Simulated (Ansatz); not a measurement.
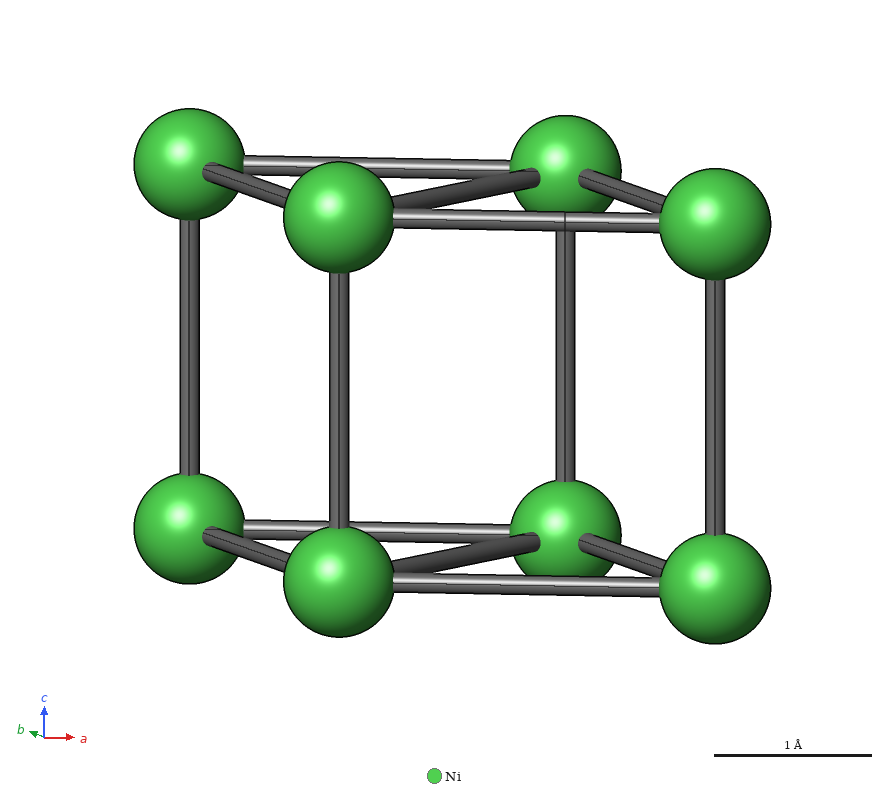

View slightly off an axis, drawn as a ball-and-stick model. Thin lines show the conventional unit cell, with boundary atoms drawn in all their periodic places.

The cell is given by a = 2.41 Å, b = 2.41 Å, c = 2.35 Å, α = 90.00°, β = 90.00°, γ = 120.00°.

Contacts drawn as bonds: Ni–Ni up to 2.63 Å (cut-off distances).

### How many atoms belong to the cell?

1 (nickel), counting shared atoms by their share.

### Identify the space group.

P6/mmm (No. 191), with Ni on 1a.

### Which textbook structure type do you recognise?

Simple hexagonal.

### In how many dimensions do the bonds extend?

The bonds build a three-dimensional framework.

The initial geometry was a textbook structure type filled with this element (whether it is the usual form wasn't checked). The geometry is the end of a relaxation with Ansatz, DFT PBE, scalar-relativistic, plane waves, PAW.
